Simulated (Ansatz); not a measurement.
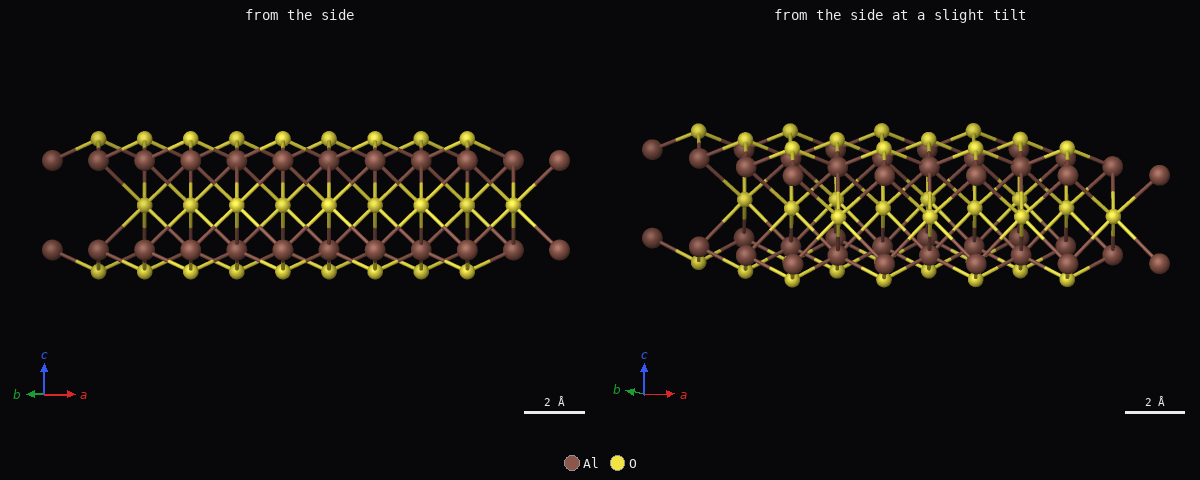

A ball-and-stick picture of a periodic slab, seen from the side and from the side at a slight tilt. The surface normal points up in side views; the vacuum is left out. 4×3 cells are drawn in the plane, with atoms at the edges repeated.

The cell holds 2 Al, 3 O.

**What is exposed at the top and at the bottom?**

The top face ends in O, the bottom face in O. The two faces are alike.

**What is its extent along the surface normal?**

About 4.5 Å from the lowest to the highest atom.

**Write the layer sequence, upper face first.**

Five planes: O / Al / O / Al / O.

**What is bonded to what?**

The coordination shell of Al holds six O in a distorted octahedral arrangement at about 1.9 to 2.3 Å. O takes two kinds of site: 2h with three Al in a trigonal pyramidal arrangement at about 1.9 Å; 1f with six Al in a trigonal prismatic arrangement at about 2.3 Å. The bonds build Al2O3 layers parallel to the surface.

The structure comes from a structure listed in the Materials Project. The cell was then strained or its atoms displaced on purpose. It went into a calculation with Ansatz.

At this level of theory the run's own cell isn't at rest (stretched, at -25 GPa and forces up to 2.3 eV/Å), so its distances can differ from those at equilibrium, the more so the softer the solid.
